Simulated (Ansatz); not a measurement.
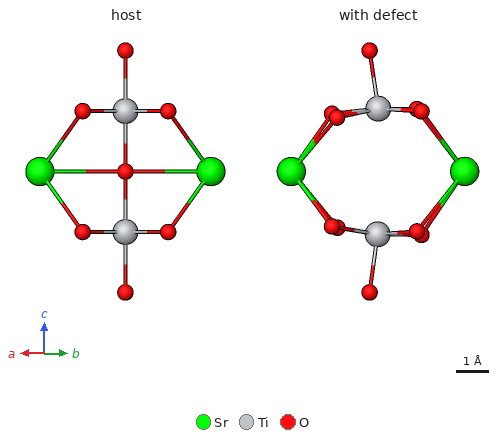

Left: perfect SrTiO₃. Right: the same region with one point defect, after relaxing the atoms in a supercell of 40 sites. The picture is a ball-and-stick view of the atoms within 4.6 Å of one point, in a slice 4.2 Å thick across the line of sight, seen along [110].

Computed with DFT, PBEsol, PAW, plane waves in Ansatz. Set-up: plane-wave cutoff 420 eV; k-point mesh 1 × 1 × 1; mesh shifted by (0.25, 0.25, 0.25); collinear spin. Fermi-Dirac smearing of 0.01 eV. The axes drawn are those of the host's conventional cell.

Q: What kind of defect was made?

A: An oxygen atom is taken out (a vacancy).

The charge state of the cell is 0.

Q: What does the relaxation do around it?

A: Around the empty O site the host had 2 Ti at 1.95 Å; after relaxation the nearest atoms are 2 Ti at 2.02 to 2.03 Å. Of the host's atoms, an oxygen atom moves furthest from its site, by 0.28 Å. The cell ends without a net magnetic moment.

Limits of the set-up: the periodic images lie only 7.8 Å apart, so the values are limited by the cell's size.
